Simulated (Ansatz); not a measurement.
## Geometry relaxation of SnO₂ (part 2 of 2)

SnO₂ (12 atoms in the cell); DFT PBE, scalar-relativistic, plane waves, PAW, no spin polarisation (Ansatz 0.2.0); cutoff 420 eV, 6×6×6 k-mesh, Gaussian smearing of 0.02 eV. The structure was made by a generator, so it may or may not be a known phase.

Geometry of the input (Å; fractional positions):
```
-3.2489  3.4145  3.4140
3.2489  -3.4145  3.4140
3.2489  3.4145  -3.4140
Sn 0.9964  0.7464  0.2500
Sn 0.0036  0.2536  0.7500
Sn 0.5000  0.0000  -0.0000
Sn 0.5000  0.5000  0.5000
O  0.1935  0.6962  0.0027
O  0.6976  0.2541  0.4435
O  0.1935  0.1908  0.4973
O  0.3106  0.2541  0.0565
O  0.6894  0.7459  0.9435
O  0.3024  0.7459  0.5565
O  0.8065  0.8092  0.5027
O  0.8065  0.3038  0.9973
```

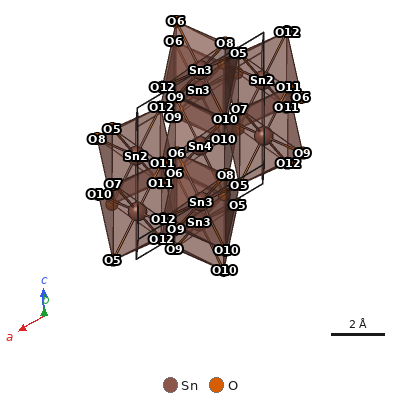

Figure 1. The geometry at step 3 of the log (polyhedral view of the cell of the calculation, seen at an oblique angle; polyhedra are completed across the faces of the cell; atoms are numbered from 1 in the order of the input).

### What the program printed, continued
```
Crystal: 12 atoms, lattice volume = 150.929 Å³
iter 1 solved again at ethr=1.64e-9 eV; its pass at ethr=3.10e-3 eV (dr2=1.71e-6 eV) is discarded
SCF iter   1: F=—  HF=-28635.938779 eV  |F-HF|=—  |Δ(HF+E_count)|=         —  Δρ=5.51e-5  dr2=2.21e-6  ethr=1.64e-9  ⟨swp⟩=3.1  Hψ=12329  notcnv=0
preconditioner: auto → Resta (q_TF=auto, 2.564 Å⁻¹)  ε∞=3.6  [insulator: Δε(μ)=0.680 eV  Ē_g=19.252 eV  σ=0.020 eV  W_gap=1.00  n_scr=42 (ndim 8)  ℏωp=30.8 eV  f_vac=0.037  D(μ)=0.00/eV (n_scr^D=0)  ε∞_Penn≈3.6]
SCF iter   2: F=—  HF=-28635.938850 eV  |F-HF|=—  |Δ(HF+E_count)|=   7.12e-5  Δρ=2.91e-5  dr2=6.40e-7  ethr=1.64e-9  ⟨swp⟩=2.3  Hψ=5065  notcnv=0
SCF iter   3: F=—  HF=-28635.938850 eV  |F-HF|=—  |Δ(HF+E_count)|=   2.78e-8  Δρ=8.53e-6  dr2=7.73e-8  ethr=6.15e-10  ⟨swp⟩=2.8  Hψ=5429  notcnv=0
SCF iter   4: F=-28635.938850 eV  HF=-28635.938850 eV  |F-HF|=4.73e-10  |Δ(HF+E_count)|=   1.33e-8  Δρ=1.90e-6  dr2=4.54e-9  ethr=1.75e-11  ⟨swp⟩=11.8  Hψ=19831  notcnv=0
SCF 6 converged in 4 iterations: F = -28635.938850 eV  dr2 = 4.54e-9
relax step   6: F+E_penalty+E_count = -28635.93884987 eV  Δ(F+E_penalty+E_count) = +2.931e-5 eV  max|allowed force component| = 1.969e-4 eV/Å  Δτ_max = 0.0002 Å  P = +0.001 GPa  Ω = 150.929 Å³  energy of the carried Pulay correction = -4.855e-5 eV  (4 SCF iters, dr2 threshold 1.82e-8 eV, accepted)
iter 1 solved again at ethr=7.15e-8 eV; its pass at ethr=3.10e-3 eV (dr2=7.44e-5 eV) is discarded
SCF iter   1: F=—  HF=-28635.938809 eV  |F-HF|=—  |Δ(HF+E_count)|=         —  Δρ=5.11e-6  dr2=1.44e-8  ethr=7.15e-8  ⟨swp⟩=3.9  Hψ=20807  notcnv=0
eigensolver tolerance schedule: the retry pair's looser diagonalisation over-reported the residual by 5167.65 of it (diagonalisation noise at 0.14 of the residual, at the tolerance the schedule requests for it); recorded, not acted on — ethr = c·dr2/N_el stays at c = 1.0e-1
SCF iter   2: F=—  HF=-28635.938881 eV  |F-HF|=—  |Δ(HF+E_count)|=   7.14e-5  Δρ=2.74e-6  dr2=5.11e-9  ethr=1.38e-11  ⟨swp⟩=3.8  Hψ=7711  notcnv=0
SCF iter   3: F=—  HF=-28635.938881 eV  |F-HF|=—  |Δ(HF+E_count)|=   1.66e-9  Δρ=1.46e-6  dr2=1.10e-9  ethr=4.91e-12  ⟨swp⟩=2.0  Hψ=3807  notcnv=0
SCF iter   4: F=—  HF=-28635.938881 eV  |F-HF|=—  |Δ(HF+E_count)|=   2.27e-9  Δρ=4.33e-7  dr2=1.92e-10  ethr=1.06e-12  ⟨swp⟩=2.0  Hψ=4522  notcnv=0
SCF iter   5: F=-28635.938881 eV  HF=-28635.938881 eV  |F-HF|=2.91e-11  |Δ(HF+E_count)|=  7.28e-12  Δρ=2.45e-7  dr2=6.62e-11  ethr=1.00e-12  ⟨swp⟩=8.1  Hψ=14730  notcnv=0
SCF 7 converged in 5 iterations: F = -28635.938881 eV  dr2 = 6.62e-11
relax step   7: F+E_penalty+E_count = -28635.93888076 eV  Δ(F+E_penalty+E_count) = -3.089e-5 eV  max|allowed force component| = 2.441e-4 eV/Å  Δτ_max = 0.0000 Å  P = +0.001 GPa  Ω = 150.929 Å³  stress off target by 5.71e-3 GPa  SCF on the basis re-selected at this cell (its energy is not comparable with the rows above)  (5 SCF iters)
basis re-selected at this cell: Δ(F+E_penalty+E_count) = -3.089e-5 eV, ΔP = +0.001 GPa vs the last step (what re-selecting the basis moved, of the pressure what is left beyond the Pulay correction that the steps carried, after the strain that the cell walked since its last selection, with what the two solves' SCF thresholds leave and, on support functions, any second-order correction that the steps lacked; it is no measure of the basis error at this ecutwfc). This SCF's stress stands 5.71e-3 GPa from its target on what of the cell is left free (relax.cell.stress_tol is 5.00e-2 GPa) and its largest allowed force component is 2.44e-4 eV/Å (relax.f_tol is 1.00e-2 eV/Å): within both
SCF converged after 5 iterations
Free energy (F): -28635.938881 eV
Harris-Foulkes:  -28635.938881 eV  (|F-HF|=2.91e-11)
Internal energy: -28635.938881 eV  (E = F + TS)
E sigma→0 (E₀):  -28635.938881 eV
Fermi energy:    9.081493 eV
--- Per-component energies (eV) ---
  E_band       = -309.481957
  E_kinetic    = 2155.972096
  E_local      = -5927.174232  (includes V_loc(G=0)·N_el)
  E_nonlocal   = 267.671737
  E_hartree    = 3047.915631
  E_xc         = -2106.477986
  E_vxc        = -1123.306004  (∫ρ·V_xc dr)
  E_paw        = -17856.700171  (= ΣΔE_a)
  E_vpaw       = -1778.496716  (= ΣTr[D̂ρ^β])
  E_aug_tail   = 0.019727  (compensation charges beyond the density's cutoff)
  E_ewald      = -8217.165683
  E_smearing   = -0.000000  (= −TS)
  E_closure    = -0.000000  (closes the sum)
  Σ components = -28635.938881   (vs F -28635.938881, Δ=0.00e0)
--- Forces (eV/Å), atoms counted from 1 ---
  atom   1  Sn     0.00000000     0.00000000     0.00000291
  atom   2  Sn     0.00000000     0.00000000    -0.00000291
  atom   3  Sn     0.00000000    -0.00000000     0.00000000
  atom   4  Sn     0.00000000    -0.00000000     0.00000000
  atom   5  O      0.00005968     0.00000000     0.00014548
  atom   6  O      0.00000000    -0.00024410    -0.00006266
  atom   7  O     -0.00005968     0.00000000     0.00014548
  atom   8  O      0.00000000     0.00024410    -0.00006266
  atom   9  O      0.00000000    -0.00024410     0.00006266
  atom  10  O      0.00000000     0.00024410     0.00006266
  atom  11  O      0.00005968     0.00000000    -0.00014548
  atom  12  O     -0.00005968     0.00000000    -0.00014548
  max |Σ_I F_I| component: 5.42e-20 eV/Å
--- Stress (GPa, compression-positive) ---
       -0.004133       0.000000       0.000000
        0.000000       0.005715       0.000000
        0.000000       0.000000       0.002188
  P = ⅓ Tr σ = 0.0013 GPa (0.013 kbar)
--- Band table (eV; the first three rows and the last of 46) ---
  k-point 0: bands = ["-12.2977", "-12.0912", "-12.0911", "-11.6688", "-11.6688", "-11.6400", "-11.4400", "-11.4141", "-11.4140", "-11.3413", "-11.3150", "-11.3077", "-11.3076", "-11.2601", "-11.2600", "-11.2461", "-11.2173", "-11.2172", "-11.2141", "-11.2140", "-9.9093", "-8.1986", "-8.1985", "-8.1971", "-8.1970", "-6.9851", "-6.9850", "-6.6819", "0.7837", "1.0076", "1.0076", "3.9723", "3.9723", "4.8498", "4.8498", "4.9716", "5.8407", "6.2358", "6.2360", "6.3164", "6.3164", "6.7620", "6.7744", "7.4918", "7.4919", "7.8271", "7.8272", "7.9637", "7.9638", "8.0055", "8.0055", "8.7414", "9.4216", "13.1050", "13.1052", "14.4456", "14.8204", "14.8204", "17.3674", "17.3676", "18.8829", "18.9669", "19.3184", "19.3185"]
  k-point 1: bands = ["-12.2507", "-12.1060", "-12.0539", "-11.6901", "-11.6325", "-11.6154", "-11.4753", "-11.4699", "-11.4261", "-11.3510", "-11.3102", "-11.3038", "-11.3029", "-11.2616", "-11.2601", "-11.2481", "-11.2372", "-11.2356", "-11.2229", "-11.2221", "-9.8291", "-8.3222", "-8.2050", "-8.1238", "-8.1104", "-7.0646", "-6.9845", "-6.7446", "0.8759", "1.1678", "1.2604", "4.1520", "4.1555", "4.5804", "4.9129", "5.0515", "5.2453", "5.9461", "6.1204", "6.1260", "6.2543", "6.8415", "7.0598", "7.2265", "7.2780", "7.7763", "7.7931", "7.8355", "7.9307", "7.9649", "8.0228", "8.6387", "10.2466", "13.2440", "13.3210", "14.4547", "15.1978", "15.2022", "17.2191", "17.5264", "18.3281", "18.9626", "19.2040", "19.3663"]
  k-point 2: bands = ["-12.1330", "-12.0942", "-11.9478", "-11.7575", "-11.7209", "-11.6138", "-11.5290", "-11.5212", "-11.3940", "-11.3500", "-11.3077", "-11.2980", "-11.2902", "-11.2862", "-11.2671", "-11.2669", "-11.2587", "-11.2539", "-11.2400", "-11.2396", "-9.5783", "-8.6937", "-8.1603", "-8.0183", "-7.8788", "-7.2806", "-6.9657", "-6.8689", "1.1597", "1.4939", "1.9381", "3.8423", "4.3514", "4.6550", "4.6672", "4.9712", "5.1121", "5.3050", "5.8166", "6.0035", "6.1071", "6.5130", "6.8199", "7.2035", "7.4807", "7.4925", "7.6549", "7.7444", "7.9049", "7.9967", "8.0846", "8.4458", "11.5846", "13.3309", "13.8610", "14.5106", "16.0695", "16.1159", "17.0197", "17.6751", "17.8067", "18.1891", "19.0900", "19.3218"]
  k-point 45: bands = ["-12.0812", "-12.0811", "-12.0574", "-12.0573", "-11.6551", "-11.6551", "-11.4170", "-11.4169", "-11.4160", "-11.4159", "-11.3059", "-11.3058", "-11.2748", "-11.2747", "-11.2649", "-11.2648", "-11.2224", "-11.2223", "-11.2132", "-11.2131", "-8.3468", "-8.3468", "-8.3021", "-8.3020", "-8.3012", "-8.3011", "-6.9154", "-6.9152", "1.7074", "1.7075", "3.2304", "3.2306", "4.6778", "4.6779", "5.0070", "5.0070", "5.0451", "5.0451", "5.8427", "5.8428", "6.1754", "6.1755", "6.8765", "6.8765", "7.2199", "7.2199", "7.4212", "7.4213", "7.5622", "7.5624", "7.8897", "7.8899", "13.0242", "13.0244", "14.3398", "14.3400", "15.9055", "15.9055", "18.1143", "18.1144", "19.0607", "19.0607", "19.1975", "19.1979"]
--- Relaxed structure (5 steps of the walk, 5 accepted, 2 SCFs on fresh bases) ---
  F+E_penalty+E_count = -28635.93888076 eV   max|allowed force component| = 2.441e-4 eV/Å   (the final SCF, on the basis selected at the relaxed cell)
  cell:  # Å, volume = 150.9288 Å³
    - [-3.2382539509530637, 3.413489469304593, 3.4135207876072293]
    - [3.2382539509530637, -3.413489469304593, 3.4135207876072293]
    - [3.2382539509530637, 3.413489469304593, -3.4135207876072293]
  atoms:
    - { symbol: Sn, position: [0.9999994768441086, 0.7499994768441086, 0.25] }
    - { symbol: Sn, position: [5.231558912188738e-7, 0.2500005231558914, 0.7500000000000001] }
    - { symbol: Sn, position: [0.4999999999999999, -5.551115123125783e-17, -2.7755575615628914e-17] }
    - { symbol: Sn, position: [0.4999999999999999, 0.49999999999999994, 0.5] }
    - { symbol: O, position: [0.19342047156636474, 0.6934207180587418, 2.4649237714835515e-7] }
    - { symbol: O, position: [0.6934247750874939, 0.25000254634024693, 0.44342222874724685] }
    - { symbol: O, position: [0.19342047156636477, 0.1934202250739876, 0.49999975350762277] }
    - { symbol: O, position: [0.30658031759300003, 0.25000254634024693, 0.05657777125275311] }
    - { symbol: O, position: [0.6934196824069998, 0.749997453659753, 0.9434222287472469] }
    - { symbol: O, position: [0.30657522491250605, 0.7499974536597529, 0.5565777712527531] }
    - { symbol: O, position: [0.806579528433635, 0.8065797749260123, 0.5000002464923771] }
    - { symbol: O, position: [0.8065795284336351, 0.306579281941258, 0.9999997535076227] }
```

### Trajectory as extended XYZ (Å, eV, eV/Å), 7 frames, from step=1 to step=7
```
12
Lattice="-3.2489 3.4145 3.4140 3.2489 -3.4145 3.4140 3.2489 3.4145 -3.4140" Properties=species:S:1:pos:R:3:forces:R:3 step=1 energy=-28635.93233 pressure_GPa=-0.82
Sn    0.0000    1.7072    5.0965    0.0000   0.0000   0.0590
Sn    3.2489    1.7072   -1.6824    0.0000   0.0000  -0.0590
Sn   -1.6244    1.7072    1.7070    0.0000   0.0000   0.0000
Sn    1.6244    1.7072    1.7070    0.0000   0.0000   0.0000
O     1.6421   -1.7072    3.0283   -0.0330   0.0000  -0.0311
O     0.0000    3.0287    1.7347    0.0000  -0.0317  -0.0327
O     1.6068    1.7072   -0.3858    0.0330   0.0000  -0.0311
O     0.0000    0.3858    1.7347    0.0000   0.0317  -0.0327
O     3.2489    3.0287    1.6793    0.0000  -0.0317   0.0327
O     3.2489    0.3858    1.6793    0.0000   0.0317   0.0327
O     1.6421    1.7072    3.7998   -0.0330   0.0000   0.0311
O     1.6068    5.1217    0.3858    0.0330   0.0000   0.0311
12
Lattice="-3.2384 3.4132 3.4132 3.2384 -3.4132 3.4132 3.2384 3.4132 -3.4132" Properties=species:S:1:pos:R:3:forces:R:3 step=2 energy=-28635.94016 pressure_GPa=-0.01
Sn    0.0000    1.7066    5.1051    0.0000   0.0000   0.0426
Sn    3.2384    1.7066   -1.6919    0.0000   0.0000  -0.0426
Sn   -1.6192    1.7066    1.7066    0.0000   0.0000   0.0000
Sn    1.6192    1.7066    1.7066    0.0000   0.0000   0.0000
O     1.6291   -1.7066    3.0286   -0.0126   0.0000  -0.0341
O     0.0000    3.0286    1.7222    0.0000  -0.0331  -0.0180
O     1.6093    1.7066   -0.3845    0.0126   0.0000  -0.0341
O     0.0000    0.3846    1.7222    0.0000   0.0331  -0.0180
O     3.2384    3.0286    1.6910    0.0000  -0.0331   0.0180
O     3.2384    0.3846    1.6910    0.0000   0.0331   0.0180
O     1.6291    1.7066    3.7977   -0.0126   0.0000   0.0341
O     1.6093    5.1199    0.3845    0.0126   0.0000   0.0341
12
Lattice="-3.2409 3.4100 3.4101 3.2409 -3.4100 3.4101 3.2409 3.4100 -3.4101" Properties=species:S:1:pos:R:3:forces:R:3 step=3 energy=-28635.94224 pressure_GPa=0.22
Sn    0.0000    1.7050    5.1118    0.0000   0.0000   0.0235
Sn    3.2409    1.7050   -1.7017    0.0000   0.0000  -0.0235
Sn   -1.6205    1.7050    1.7050    0.0000   0.0000   0.0000
Sn    1.6205    1.7050    1.7050    0.0000   0.0000   0.0000
O     1.6217   -1.7050    3.0232    0.0050   0.0000   0.0215
O     0.0000    3.0231    1.7064    0.0000   0.0217   0.0008
O     1.6193    1.7050   -0.3869   -0.0050   0.0000   0.0215
O     0.0000    0.3869    1.7064    0.0000  -0.0217   0.0008
O     3.2409    3.0231    1.7037    0.0000   0.0217  -0.0008
O     3.2409    0.3869    1.7037    0.0000  -0.0217  -0.0008
O     1.6217    1.7050    3.7970    0.0050   0.0000  -0.0215
O     1.6193    5.1149    0.3869   -0.0050   0.0000  -0.0215
12
Lattice="-3.2393 3.4129 3.4128 3.2393 -3.4129 3.4128 3.2393 3.4129 -3.4128" Properties=species:S:1:pos:R:3:forces:R:3 step=4 energy=-28635.94175 pressure_GPa=0.02
Sn    0.0000    1.7064    5.1191    0.0000   0.0000   0.0005
Sn    3.2393    1.7064   -1.7063    0.0000   0.0000  -0.0005
Sn   -1.6197    1.7064    1.7064    0.0000   0.0000   0.0000
Sn    1.6197    1.7064    1.7064    0.0000   0.0000   0.0000
O     1.6197   -1.7064    3.0267    0.0003   0.0000  -0.0029
O     0.0000    3.0268    1.7066    0.0000  -0.0027  -0.0003
O     1.6196    1.7064   -0.3861   -0.0003   0.0000  -0.0029
O     0.0000    0.3861    1.7066    0.0000   0.0027  -0.0003
O     3.2393    3.0268    1.7063    0.0000  -0.0027   0.0003
O     3.2393    0.3861    1.7063    0.0000   0.0027   0.0003
O     1.6197    1.7064    3.7989    0.0003   0.0000   0.0029
O     1.6196    5.1193    0.3861   -0.0003   0.0000   0.0029
12
Lattice="-3.2393 3.4129 3.4128 3.2393 -3.4129 3.4128 3.2393 3.4129 -3.4128" Properties=species:S:1:pos:R:3:forces:R:3 step=5 energy=-28635.93888 pressure_GPa=-0.01
Sn    0.0000    1.7064    5.1191    0.0000   0.0000   0.0007
Sn    3.2393    1.7064   -1.7063    0.0000   0.0000  -0.0007
Sn   -1.6197    1.7064    1.7064    0.0000   0.0000   0.0000
Sn    1.6197    1.7064    1.7064    0.0000   0.0000   0.0000
O     1.6197   -1.7064    3.0267    0.0003   0.0000  -0.0029
O     0.0000    3.0268    1.7066    0.0000  -0.0028  -0.0003
O     1.6196    1.7064   -0.3861   -0.0003   0.0000  -0.0029
O     0.0000    0.3861    1.7066    0.0000   0.0028  -0.0003
O     3.2393    3.0268    1.7063    0.0000  -0.0028   0.0003
O     3.2393    0.3861    1.7063    0.0000   0.0028   0.0003
O     1.6197    1.7064    3.7989    0.0003   0.0000   0.0029
O     1.6196    5.1193    0.3861   -0.0003   0.0000   0.0029
12
Lattice="-3.2383 3.4135 3.4135 3.2383 -3.4135 3.4135 3.2383 3.4135 -3.4135" Properties=species:S:1:pos:R:3:forces:R:3 step=6 energy=-28635.93885 pressure_GPa=0.00
Sn    0.0000    1.7067    5.1203    0.0000   0.0000   0.0000
Sn    3.2383    1.7067   -1.7068    0.0000   0.0000   0.0000
Sn   -1.6191    1.7067    1.7068    0.0000   0.0000   0.0000
Sn    1.6191    1.7067    1.7068    0.0000   0.0000   0.0000
O     1.6191   -1.7067    3.0272    0.0001   0.0000   0.0002
O     0.0000    3.0272    1.7068    0.0000  -0.0002  -0.0001
O     1.6191    1.7067   -0.3863   -0.0001   0.0000   0.0002
O     0.0000    0.3863    1.7068    0.0000   0.0002  -0.0001
O     3.2383    3.0272    1.7067    0.0000  -0.0002   0.0001
O     3.2383    0.3863    1.7067    0.0000   0.0002   0.0001
O     1.6191    1.7067    3.7998    0.0001   0.0000  -0.0002
O     1.6191    5.1202    0.3863   -0.0001   0.0000  -0.0002
12
Lattice="-3.2383 3.4135 3.4135 3.2383 -3.4135 3.4135 3.2383 3.4135 -3.4135" Properties=species:S:1:pos:R:3:forces:R:3 step=7 energy=-28635.93888 pressure_GPa=0.00
Sn    0.0000    1.7067    5.1203    0.0000   0.0000   0.0000
Sn    3.2383    1.7067   -1.7068    0.0000   0.0000   0.0000
Sn   -1.6191    1.7067    1.7068    0.0000   0.0000   0.0000
Sn    1.6191    1.7067    1.7068    0.0000   0.0000   0.0000
O     1.6191   -1.7067    3.0272    0.0001   0.0000   0.0001
O     0.0000    3.0272    1.7068    0.0000  -0.0002  -0.0001
O     1.6191    1.7067   -0.3863   -0.0001   0.0000   0.0001
O     0.0000    0.3863    1.7068    0.0000   0.0002  -0.0001
O     3.2383    3.0272    1.7067    0.0000  -0.0002   0.0001
O     3.2383    0.3863    1.7067    0.0000   0.0002   0.0001
O     1.6191    1.7067    3.7998    0.0001   0.0000  -0.0001
O     1.6191    5.1202    0.3863   -0.0001   0.0000  -0.0001
```

### Key numbers

- outcome: converged
- space group (tolerance 0.01 Å): Imma (74) → P4₂/mnm (136)
- electrons treated: 104
- free energy: −28635.9389 eV
- Fermi energy: 9.081 eV
- gap on the k-point mesh: 0.68 eV
- pressure: 0.00 GPa
- final volume: 150.93 Å³
- largest force (length of the vector) at the end: under 0.001 eV/Å
- final cell: a = 5.813 Å, b = 5.813 Å, c = 5.813 Å, α = 112.29°, β = 108.08°, γ = 108.08°
- hardware: 1 thread of Arm Neoverse V1, 24 GiB of memory available, shared host
- wall time: 3.9 min
- peak memory: 0.61 GiB
